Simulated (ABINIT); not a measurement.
# G0W0 calculation, with input and output: SiO2 (part 3 of 3)

Continued. System: SiO2 (P4₂/mnm, 6 atoms in the cell). Method: Kohn-Sham DFT of a periodic cell, PBE, PseudoDojo NC SR PBE v0.4.1 standard, G0W0, no spin polarisation (ABINIT 10.8.3); cutoff 952.4 eV, 4×4×4 k-mesh, fixed occupations. The structure derives from a Materials Project entry.

Geometry of the input (Å; fractional positions):
```
4.2332  0.0000  0.0000
0.0000  4.2332  0.0000
0.0000  0.0000  2.6935
Si 0.0000  0.0000  0.0000
Si 0.5000  0.5000  0.5000
O  0.8068  0.1932  0.5000
O  0.3068  0.3068  0.0000
O  0.1932  0.8068  0.5000
O  0.6932  0.6932  0.0000
```

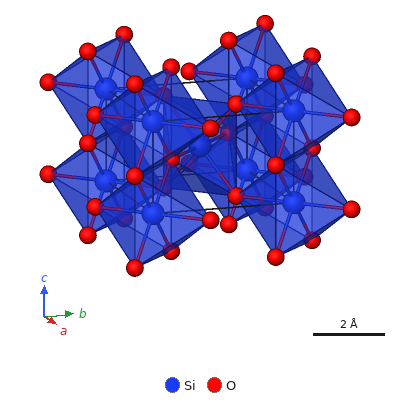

*The structure as given in the input (polyhedral view of the cell of the calculation, seen slightly off an axis; polyhedra are completed across the faces of the cell). An atom can appear more than once, as a periodic image.*

Log, continued:
```
--- !DatasetInfo
iteration_state: {dtset: 3, }
dimensions: {natom: 6, nkpt: 18, mband: 116, nsppol: 1, nspinor: 1, nspden: 1, mpw: 1527, }
cutoff_energies: {ecut:  21.0, pawecutdg:  -1.0, }
electrons: {nelect:   3.20000000E+01, charge:   0.00000000E+00, occopt:   1.00000000E+00, tsmear:   1.00000000E-02, }
meta: {optdriver: 3, gwcalctyp: 0, }
...

 mkfilename : getwfk/=0, take file _WFK from output of DATASET   2.

 Exchange-correlation functional for the present dataset will be:
  GGA: Perdew-Burke-Ernzerhof functional - ixc=11
  J.P.Perdew, K.Burke, M.Ernzerhof, PRL 77, 3865 (1996)

 SCREENING: Calculation of the susceptibility and dielectric matrices

 Based on a program developped by R.W. Godby, V. Olevano, G. Onida, and L. Reining.
 Incorporated in ABINIT by V. Olevano, G.-M. Rignanese, and M. Torrent.

 Real(R)+Recip(G) space primitive vectors, cartesian coordinates (Bohr,Bohr^-1):
 R(1)=  7.9995300  0.0000000  0.0000000  G(1)=  0.1250073  0.0000000  0.0000000
 R(2)=  0.0000000  7.9995300  0.0000000  G(2)=  0.0000000  0.1250073  0.0000000
 R(3)=  0.0000000  0.0000000  5.0899679  G(3)=  0.0000000  0.0000000  0.1964649
 Unit cell volume ucvol=  3.2571967E+02 bohr^3
 Angles (23,13,12)=  9.00000000E+01  9.00000000E+01  9.00000000E+01 degrees

--- Pseudopotential description ------------------------------------------------
- pspini: atom type   1  psp file is ./Si.upf
  14.00000   4.00000  171031                  znucl, zion, pspdat
12 -101130 2 -1 1510                          pspcod,pspxc,lmax,lloc,mmax
     nproj     2     2     2

- pspini: atom type   2  psp file is ./O.upf
   8.00000   6.00000  171031                  znucl, zion, pspdat
12 -101130 2 -1 936                           pspcod,pspxc,lmax,lloc,mmax
     nproj     2     2     1

--------------------------------------------------------------------------------

 ==== K-mesh for the wavefunctions ====
 Number of points in the irreducible wedge :    18
 Reduced coordinates and weights :

     1)     0.00000000E+00  0.00000000E+00  0.00000000E+00       0.01563
     2)     2.50000000E-01  0.00000000E+00  0.00000000E+00       0.06250
     3)     5.00000000E-01  0.00000000E+00  0.00000000E+00       0.03125
     4)     2.50000000E-01  2.50000000E-01  0.00000000E+00       0.06250
   [... 14 further points ...]

 Together with 16 symmetry operations and time-reversal symmetry
 yields    64 points in the full Brillouin Zone.

 ==== Q-mesh for the screening function ====
 Number of points in the irreducible wedge :    18
 Reduced coordinates and weights :

     1)     0.00000000E+00  0.00000000E+00  0.00000000E+00       0.01563
     2)     2.50000000E-01  0.00000000E+00  0.00000000E+00       0.06250
     3)     5.00000000E-01  0.00000000E+00  0.00000000E+00       0.03125
     4)     2.50000000E-01  2.50000000E-01  0.00000000E+00       0.06250
   [... 14 further points ...]

 Together with 16 symmetry operations and time-reversal symmetry
 yields    64 points in the full Brillouin Zone.

 setmesh: FFT mesh size selected  =    30x   30x   18
          total number of points  =        16200

 vcoul_init : cutoff-mode = AUXILIARY_FUNCTION
 q-points for optical limit:   1
     1)      0.000010    0.000020    0.000030

 Number of electrons calculated from density =   31.9851; Expected =   32.0000
 average of density, n =  0.098198
 r_s =    1.3446
 omega_plasma =   30.2279 [eV]

 calculating chi0 at frequencies [eV] :
  1    0.000000E+00    0.000000E+00
  2    0.000000E+00    3.022786E+01

--------------------------------------------------------------------------------
  q-point number  1        q = ( 0.000000, 0.000000, 0.000000) [r.l.u.]
--------------------------------------------------------------------------------
 For q-point:  0.000010 0.000020 0.000030
  dielectric constant =   3.4404
  dielectric constant without local fields =   3.7286

  Average fulfillment of the sum rule on Im[epsilon] for q-point    1 :     67.72  [%]
--------------------------------------------------------------------------------
  q-point number  2        q = ( 0.250000, 0.000000, 0.000000) [r.l.u.]
--------------------------------------------------------------------------------
  Average fulfillment of the sum rule on Im[epsilon] for q-point    2 :     80.05  [%]

--------------------------------------------------------------------------------
  q-point number  3        q = ( 0.500000, 0.000000, 0.000000) [r.l.u.]
--------------------------------------------------------------------------------
  Average fulfillment of the sum rule on Im[epsilon] for q-point    3 :     75.57  [%]

--------------------------------------------------------------------------------
  q-point number  4        q = ( 0.250000, 0.250000, 0.000000) [r.l.u.]
--------------------------------------------------------------------------------
  Average fulfillment of the sum rule on Im[epsilon] for q-point    4 :     77.05  [%]

--------------------------------------------------------------------------------
  q-point number  5        q = ( 0.500000, 0.250000, 0.000000) [r.l.u.]
--------------------------------------------------------------------------------
  Average fulfillment of the sum rule on Im[epsilon] for q-point    5 :     74.65  [%]

--------------------------------------------------------------------------------
  q-point number  6        q = ( 0.500000, 0.500000, 0.000000) [r.l.u.]
--------------------------------------------------------------------------------
  Average fulfillment of the sum rule on Im[epsilon] for q-point    6 :     73.75  [%]

--------------------------------------------------------------------------------
  q-point number  7        q = ( 0.000000, 0.000000, 0.250000) [r.l.u.]
--------------------------------------------------------------------------------
  Average fulfillment of the sum rule on Im[epsilon] for q-point    7 :     75.62  [%]

--------------------------------------------------------------------------------
  q-point number  8        q = ( 0.250000, 0.000000, 0.250000) [r.l.u.]
--------------------------------------------------------------------------------
  Average fulfillment of the sum rule on Im[epsilon] for q-point    8 :     74.18  [%]

--------------------------------------------------------------------------------
  q-point number  9        q = ( 0.500000, 0.000000, 0.250000) [r.l.u.]
--------------------------------------------------------------------------------
  Average fulfillment of the sum rule on Im[epsilon] for q-point    9 :     72.93  [%]

--------------------------------------------------------------------------------
  q-point number 10        q = ( 0.250000, 0.250000, 0.250000) [r.l.u.]
--------------------------------------------------------------------------------
  Average fulfillment of the sum rule on Im[epsilon] for q-point   10 :     73.27  [%]

--------------------------------------------------------------------------------
  q-point number 11        q = ( 0.500000, 0.250000, 0.250000) [r.l.u.]
--------------------------------------------------------------------------------
  Average fulfillment of the sum rule on Im[epsilon] for q-point   11 :     72.45  [%]

--------------------------------------------------------------------------------
  q-point number 12        q = ( 0.500000, 0.500000, 0.250000) [r.l.u.]
--------------------------------------------------------------------------------
  Average fulfillment of the sum rule on Im[epsilon] for q-point   12 :     71.99  [%]

--------------------------------------------------------------------------------
  q-point number 13        q = ( 0.000000, 0.000000, 0.500000) [r.l.u.]
--------------------------------------------------------------------------------
  Average fulfillment of the sum rule on Im[epsilon] for q-point   13 :     71.01  [%]

--------------------------------------------------------------------------------
  q-point number 14        q = ( 0.250000, 0.000000, 0.500000) [r.l.u.]
--------------------------------------------------------------------------------
  Average fulfillment of the sum rule on Im[epsilon] for q-point   14 :     70.75  [%]

--------------------------------------------------------------------------------
  q-point number 15        q = ( 0.500000, 0.000000, 0.500000) [r.l.u.]
--------------------------------------------------------------------------------
  Average fulfillment of the sum rule on Im[epsilon] for q-point   15 :     70.51  [%]

--------------------------------------------------------------------------------
  q-point number 16        q = ( 0.250000, 0.250000, 0.500000) [r.l.u.]
--------------------------------------------------------------------------------
  Average fulfillment of the sum rule on Im[epsilon] for q-point   16 :     70.53  [%]

--------------------------------------------------------------------------------
  q-point number 17        q = ( 0.500000, 0.250000, 0.500000) [r.l.u.]
--------------------------------------------------------------------------------
  Average fulfillment of the sum rule on Im[epsilon] for q-point   17 :     70.33  [%]

--------------------------------------------------------------------------------
  q-point number 18        q = ( 0.500000, 0.500000, 0.500000) [r.l.u.]
--------------------------------------------------------------------------------
  Average fulfillment of the sum rule on Im[epsilon] for q-point   18 :     70.17  [%]

================================================================================
== DATASET  4 ==================================================================

--- !DatasetInfo
iteration_state: {dtset: 4, }
dimensions: {natom: 6, nkpt: 18, mband: 116, nsppol: 1, nspinor: 1, nspden: 1, mpw: 3240, }
cutoff_energies: {ecut:  35.0, pawecutdg:  -1.0, }
electrons: {nelect:   3.20000000E+01, charge:   0.00000000E+00, occopt:   1.00000000E+00, tsmear:   1.00000000E-02, }
meta: {optdriver: 4, gwcalctyp: 0, }
...

 mkfilename : getwfk/=0, take file _WFK from output of DATASET   2.

 mkfilename : getden/=0, take file _DEN from output of DATASET   1.

 mkfilename : getscr/=0, take file _SCR from output of DATASET   3.

 Exchange-correlation functional for the present dataset will be:
  GGA: Perdew-Burke-Ernzerhof functional - ixc=11
  J.P.Perdew, K.Burke, M.Ernzerhof, PRL 77, 3865 (1996)

 SIGMA: Calculation of the GW corrections

 Based on a program developped by R.W. Godby, V. Olevano, G. Onida, and L. Reining.
 Incorporated in ABINIT by V. Olevano, G.-M. Rignanese, and M. Torrent.

 Real(R)+Recip(G) space primitive vectors, cartesian coordinates (Bohr,Bohr^-1):
 R(1)=  7.9995300  0.0000000  0.0000000  G(1)=  0.1250073  0.0000000  0.0000000
 R(2)=  0.0000000  7.9995300  0.0000000  G(2)=  0.0000000  0.1250073  0.0000000
 R(3)=  0.0000000  0.0000000  5.0899679  G(3)=  0.0000000  0.0000000  0.1964649
 Unit cell volume ucvol=  3.2571967E+02 bohr^3
 Angles (23,13,12)=  9.00000000E+01  9.00000000E+01  9.00000000E+01 degrees

--- Pseudopotential description ------------------------------------------------
- pspini: atom type   1  psp file is ./Si.upf
  14.00000   4.00000  171031                  znucl, zion, pspdat
12 -101130 2 -1 1510                          pspcod,pspxc,lmax,lloc,mmax
     nproj     2     2     2

- pspini: atom type   2  psp file is ./O.upf
   8.00000   6.00000  171031                  znucl, zion, pspdat
12 -101130 2 -1 936                           pspcod,pspxc,lmax,lloc,mmax
     nproj     2     2     1

--------------------------------------------------------------------------------

 ==== K-mesh for the wavefunctions ====
 Number of points in the irreducible wedge :    18
 Reduced coordinates and weights :

     1)     0.00000000E+00  0.00000000E+00  0.00000000E+00       0.01563
     2)     2.50000000E-01  0.00000000E+00  0.00000000E+00       0.06250
     3)     5.00000000E-01  0.00000000E+00  0.00000000E+00       0.03125
     4)     2.50000000E-01  2.50000000E-01  0.00000000E+00       0.06250
   [... 14 further points ...]

 Together with 16 symmetry operations and time-reversal symmetry
 yields    64 points in the full Brillouin Zone.

 ==== Q-mesh for screening function ====
 Number of points in the irreducible wedge :    18
 Reduced coordinates and weights :

     1)     0.00000000E+00  0.00000000E+00  0.00000000E+00       0.01563
     2)     2.50000000E-01  0.00000000E+00  0.00000000E+00       0.06250
     3)     5.00000000E-01  0.00000000E+00  0.00000000E+00       0.03125
     4)     2.50000000E-01  2.50000000E-01  0.00000000E+00       0.06250
   [... 14 further points ...]

 Together with 16 symmetry operations and time-reversal symmetry
 yields    64 points in the full Brillouin Zone.

 vcoul_init : cutoff-mode = AUXILIARY_FUNCTION
 q-points for optical limit:   1
     1)      0.000010    0.000020    0.000030
 setmesh: FFT mesh size selected  =    48x   48x   30
          total number of points  =        69120

 Number of electrons calculated from density =   32.0000; Expected =   32.0000
 average of density, n =  0.098244
 r_s =    1.3444
 omega_plasma =   30.2349 [eV]

 === KS Band Gaps ===
  >>>> For spin  1
   Minimum direct gap =   5.0747 [eV], located at k-point      :   0.0000  0.0000  0.0000
   Fundamental gap    =   5.0747 [eV], Top of valence bands at :   0.0000  0.0000  0.0000
                                       Bottom of conduction at :   0.0000  0.0000  0.0000
 SIGMA fundamental parameters:
 PLASMON POLE MODEL  4
 number of plane-waves for SigmaX                 3217
 number of plane-waves for SigmaC and W            407
 number of plane-waves for wavefunctions          3217
 number of bands                                   116
 number of independent spin polarizations            1
 number of spinorial components                      1
 number of k-points in IBZ                          18
 number of q-points in IBZ                          18
 number of symmetry operations                      16
 number of k-points in BZ                           64
 number of q-points in BZ                           64
 number of frequencies for dSigma/dE                 9
 frequency step for dSigma/dE [eV]                0.25
 number of omega for Sigma on real axis              0
 max omega for Sigma on real axis  [eV]           0.00
 zcut for avoiding poles [eV]                     0.10

 EPSILON^-1 parameters (SCR file):
 dimension of the eps^-1 matrix on file            407
 dimension of the eps^-1 matrix used               407
 number of plane-waves for wavefunctions          1527
 number of bands                                   116
 number of q-points in IBZ                          18
 number of frequencies                               2
 number of real frequencies                          1
 number of imag frequencies                          1

 matrix elements of self-energy operator (all in [eV])

 Perturbative Calculation

--- !SelfEnergy_ee
iteration_state: {dtset: 4, }
kpoint     : [   0.000,    0.000,    0.000, ]
spin       : 1
KS_gap     :    5.075
QP_gap     :    7.334
Delta_QP_KS:    2.260
data: !SigmaeeData |
     Band     E0 <VxcDFT>   SigX SigC(E0)      Z dSigC/dE  Sig(E)    E-E0       E
       16   6.369 -21.261 -27.034   4.576   0.828  -0.207 -22.252  -0.991   5.378
       17  11.443 -15.669 -10.217  -3.972   0.857  -0.166 -14.400   1.269  12.712
...

== END DATASET(S) ==============================================================
================================================================================

 -outvars: echo values of variables after computation  --------
            acell      1.0000000000E+00  1.0000000000E+00  1.0000000000E+00 Bohr
           etotal1    -7.4865165267E+01
           etotal3     0.0000000000E+00
           etotal4     0.0000000000E+00
            fcart1    -0.0000000000E+00 -0.0000000000E+00 -0.0000000000E+00
                      -0.0000000000E+00 -0.0000000000E+00 -0.0000000000E+00
                       3.9101391442E-04 -3.9101391442E-04 -0.0000000000E+00
                       3.9101391442E-04  3.9101391442E-04 -0.0000000000E+00
                      -3.9101391442E-04  3.9101391442E-04 -0.0000000000E+00
                      -3.9101391442E-04 -3.9101391442E-04 -0.0000000000E+00
            fcart3     0.0000000000E+00  0.0000000000E+00  0.0000000000E+00
                       0.0000000000E+00  0.0000000000E+00  0.0000000000E+00
                       0.0000000000E+00  0.0000000000E+00  0.0000000000E+00
                       0.0000000000E+00  0.0000000000E+00  0.0000000000E+00
                       0.0000000000E+00  0.0000000000E+00  0.0000000000E+00
                       0.0000000000E+00  0.0000000000E+00  0.0000000000E+00
            fcart4     0.0000000000E+00  0.0000000000E+00  0.0000000000E+00
                       0.0000000000E+00  0.0000000000E+00  0.0000000000E+00
                       0.0000000000E+00  0.0000000000E+00  0.0000000000E+00
                       0.0000000000E+00  0.0000000000E+00  0.0000000000E+00
                       0.0000000000E+00  0.0000000000E+00  0.0000000000E+00
                       0.0000000000E+00  0.0000000000E+00  0.0000000000E+00
            rprim      7.9995300493E+00  0.0000000000E+00  0.0000000000E+00
                       0.0000000000E+00  7.9995300493E+00  0.0000000000E+00
                       0.0000000000E+00  0.0000000000E+00  5.0899678680E+00
           strten1     1.1125742478E-04  1.1125742478E-04  1.0598960468E-04
                       0.0000000000E+00  0.0000000000E+00  0.0000000000E+00
           strten3     0.0000000000E+00  0.0000000000E+00  0.0000000000E+00
                       0.0000000000E+00  0.0000000000E+00  0.0000000000E+00
           strten4     0.0000000000E+00  0.0000000000E+00  0.0000000000E+00
                       0.0000000000E+00  0.0000000000E+00  0.0000000000E+00
           xangst      0.0000000000E+00  0.0000000000E+00  0.0000000000E+00
                       2.1165844986E+00  2.1165844986E+00  1.3467474991E+00
                       3.4154858405E+00  8.1768315666E-01  1.3467474991E+00
                       1.2989013419E+00  1.2989013419E+00  0.0000000000E+00
                       8.1768315666E-01  3.4154858405E+00  1.3467474991E+00
                       2.9342676552E+00  2.9342676552E+00  0.0000000000E+00
             xred      0.0000000000E+00  0.0000000000E+00  0.0000000000E+00
                       5.0000000000E-01  5.0000000000E-01  5.0000000000E-01
                       8.0683900000E-01  1.9316100000E-01  5.0000000000E-01
                       3.0683900000E-01  3.0683900000E-01  0.0000000000E+00
                       1.9316100000E-01  8.0683900000E-01  5.0000000000E-01
                       6.9316100000E-01  6.9316100000E-01  0.0000000000E+00
 Calculation completed.
```

Results in brief:

| quantity | value |
| --- | --- |
| outcome | converged |
| space group (tolerance 0.01 Å) | P4₂/mnm (136) |
| electrons treated | 32 |
| quasiparticle gap | 7.33 eV |
| gap on the k-point mesh | 5.07 eV |
| wall time | 2.6 min (CPU time 10 min) |
| peak memory | 1.8 GiB |

Notes:

Further notes kept with the run: Slow version without MPI-IO support. Processors send data to master; FFT mesh not compatible with symmetries. Wavefunction symmetrization should not be done in r-space!. Points of doubt noted for this run: bands and screening cutoff small; cutoff too low for stress; k mesh coarse for many body; plasmon pole model 4.
